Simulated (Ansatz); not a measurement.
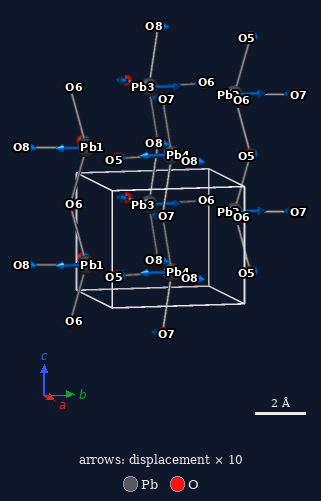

A relaxation of a crystal of PbO (built on the measured structure type). The starting structure is drawn; blue arrows show the displacements (the part carried along by the change of the cell is left out), magnified 10 times.

Style: ball-and-stick. Shown: the cell of the calculation, repeated 1 × 1 × 2 with one cell outlined, slightly off an axis.

Computed with DFT, PBE-D3(BJ), plane waves, PAW (Ansatz 0.2.0). Set-up: plane-wave cutoff 420 eV; k-point mesh 4 × 4 × 6; occupations fermi dirac; smearing width 0.02 eV; no spin polarisation; cell and atoms relaxed; force threshold 0.005 eV/Å.

Q: Which element moves most?

A: Lead: up to 0.14 Å, against 0.06 Å for oxygen.

Q: What did the optimiser do to the structure, and how much energy did it gain?

A: After 10 accepted moves (12 points after the start) the energy has fallen by 42.7 meV per atom. Largest force component: 0.88 eV/Å at the start, 0.00023 eV/Å at the end. Pressure: 0.28 GPa at the start and 0.00 GPa at the end. At 2 points the geometry stayed and the basis and grid were re-selected for the new cell (energy shift of 0.9 meV per atom at most each time). The largest moves relative to the cell, 0.14 Å, are those of Pb1, Pb2, Pb3 and Pb4. Pb2 goes along +b. By element the largest moves are Pb 0.14 Å, O 0.06 Å. Cell: a 5.876 → 5.882 Å (+0.1 %), b 5.476 → 5.539 Å (+1.2 %), c 4.743 → 4.793 Å (+1.1 %). Volume +2.3 %. Near-neighbour distances that change, for instance: Pb1–O8 2.436 → 2.284 Å, Pb1–O5 2.165 → 2.259 Å. Among the angles between lasting bonds that change: Pb2–O5–Pb2 143.4° → 147.8°, O6–Pb1–O6 143.4° → 147.8°, O5–Pb1–O8 86.1° → 90.4°. The space group stays Pbcm (No. 57). Cost: 43 s on 4 threads of Arm Neoverse V2, with other jobs on the host, peak memory 0.63 GiB.
